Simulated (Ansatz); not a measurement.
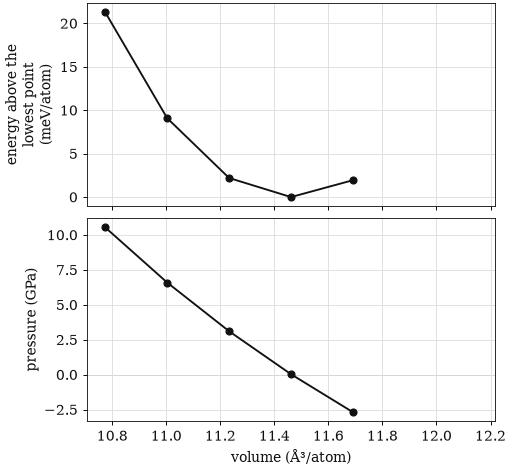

Plotted: energy above the lowest point and pressure against volume for AgO₂, space group Fm-3m (No. 225) (one of a set of cubic test structures, which need not be the stable phase).

Calculation (Ansatz 0.2.0 development build): equation of state of a cubic crystal from periodic Kohn-Sham density functional theory without spin, third-order Birch-Murnaghan fit to the free energies; pressure corrected for the finite basis. Level: PBE.

- structure type: fluorite
- atoms in cell: 3
- space group number: 225
- lattice centring: face-centred primitive
- k mesh: 18×18×18
- occupation method: Fermi–Dirac
- occupation width: 0.06123 eV
- wave cutoff: 700 eV
- datasets: hard PAW
- density tolerance: 1e−09 eV
- bands: 20
- density cutoff ratio: 4
- search for lower states: default

The points at volume 11.92 Å³/atom and 12.15 Å³/atom are left out of the plot. What values does the calculation give there?

| volume (Å³/atom) | energy above the lowest point (meV/atom) | pressure (GPa) |
| --- | --- | --- |
| 11.92 | 7.5 | −5.1 |
| 12.15 | 16.4 | −7.2 |

Keep in mind: cubic model structure, not the ambient form; modest k-mesh, values are not fully converged in k; no spin polarisation, a magnetic state may lie lower.
